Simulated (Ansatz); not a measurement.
System: Zr.

The calculation's input:

```
crystal:
  lattice:
    - [3.0551456559, 0.0, 0.0]
    - [0.0, 3.0551456559, 0.0]
    - [0.0, 0.0, 3.0551456559]
  atoms:
    - { symbol: Zr, position: [0.0, 0.0, 0.0] }
hamiltonian:
  xc: rpbe
  pseudopotentials:
    kind: paw
    azcp:
      Zr: "pseudopotentials/Zr.paw.azcp"
basis:
  ecutwfc: 420
  fft_grid_basis: typed
kpoints:
  mp_grid: { grid: [12, 12, 12], shift: [0, 0, 0] }
magnetization:
  spin_polarized: false
scf:
  occupations: { method: fermi_dirac, width: 0.1 }
  lower_state_search: "off"
output:
  stress: true
  write_density: true
  write_potential: true
  elf: true
  volumetric_format: npy
```

Below, planes, directions and counts refer to the conventional cell (a = 3.06 Å, b = 3.06 Å, c = 3.06 Å, α = 90.00°, β = 90.00°, γ = 90.00°).

Space group Pm-3m; set up as Zr, simple cubic; a generated structure, not necessarily the stable one; changed on purpose from its base cell (volume × 1.12); computed pressure about −6 GPa in this cell.

These are results of DFT, RPBE, plane waves (420 eV) with PAW, scalar-relativistic in Ansatz, not measurements.

Question: Predict the valence pseudo-density and electron localisation function between the atoms.

Answer: Zr–Zr (3.06 Å): the density is about 0.22 e/Å³ at the midpoint; the ELF is about 0.35 at the midpoint: no shared electron pair shows on this line.

Question: Metal or insulator at this level of theory?

Answer: It is metallic or semimetallic at this level of theory: no gap opens.

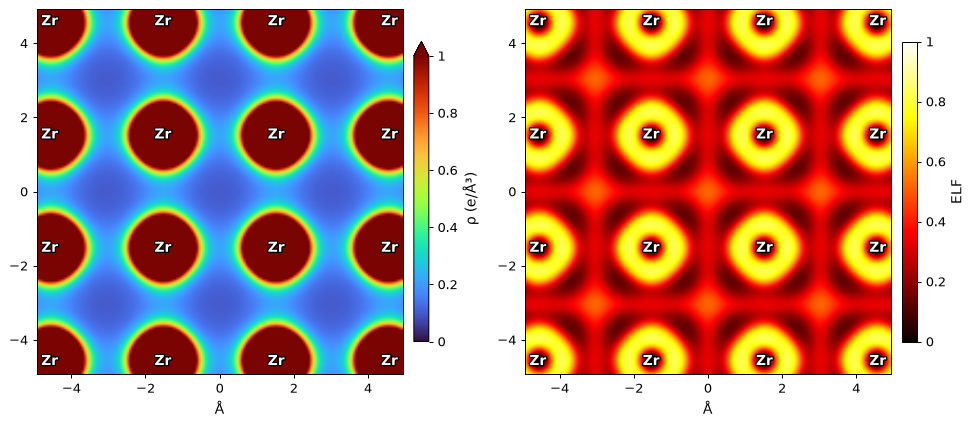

Computed valence pseudo-density and electron localisation function on the (010) plane of the conventional cell, in this order. 

The density is the valence pseudo-density of a PAW calculation; it isn't the true density close to the nuclei.
